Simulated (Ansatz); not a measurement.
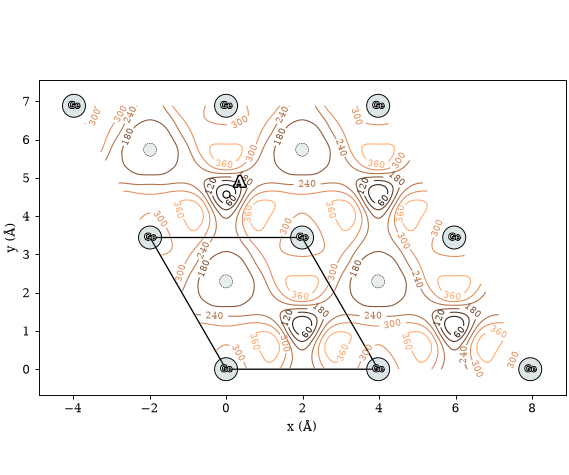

Si on a Ge(111) slab cut from the Fd-3m phase, its upper half relaxed before the scan (4 atoms of substrate and one adsorbate in a 1 × 1 cell). Si is moved over the surface cell; relaxed at each place: the height of the adsorbate's atoms; substrate rigid; the origin of the map has the adsorbate above Ge4. Places are given modulo a cell vector. The map is drawn in real space over the plane of the surface. The grid has 6 × 6 points; 10 points were computed and 26 follow by symmetry. All energies are given in meV relative to the lowest grid point. With one adsorbate in each 1 × 1 cell, its nearest image is 4.0 Å away, so neighbouring adsorbates interact. The calculation used DFT LDA, scalar-relativistic, plane waves, PAW in Ansatz. Settings: cutoff 420 eV, k-mesh 9×9×1, gaussian smearing 0.1 eV, no spin polarisation.

The picture shows contour lines labelled in meV, labelled circles for the atoms of the top layer and small ones for the second layer, the outline of one cell of the 2 × 2 shown, the point A. Between grid points the surface is interpolated.

> What is the easiest way out of the well at A, and how high is the barrier?

The easiest path leads from the well at a threefold hollow, (4/6, 2/6) of the cell vectors to the well at about (0.28, 0.74) of the cell vectors, about 164 meV higher. Its highest point lies about 210 meV above the bottom of the first well on the interpolated surface, at about (0.52, 0.04) of the cell vectors. Seen from the upper well the barrier is about 42 meV. This is the barrier on the constrained surface; relaxing the other coordinates would change it.

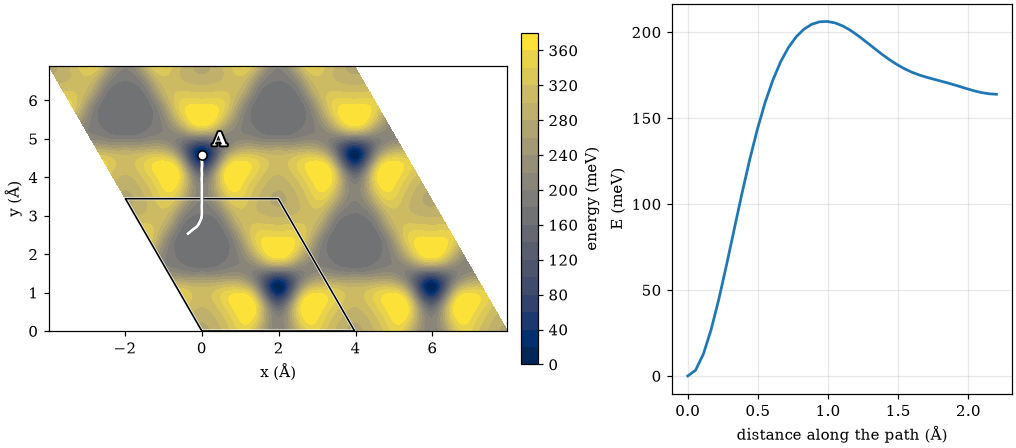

The picture shows filled contours, a line along the lowest path, the outline of one cell of the 2 × 2 shown, the energy along the path at the right. Between grid points the surface is interpolated.

PAW datasets: the set soft_1.
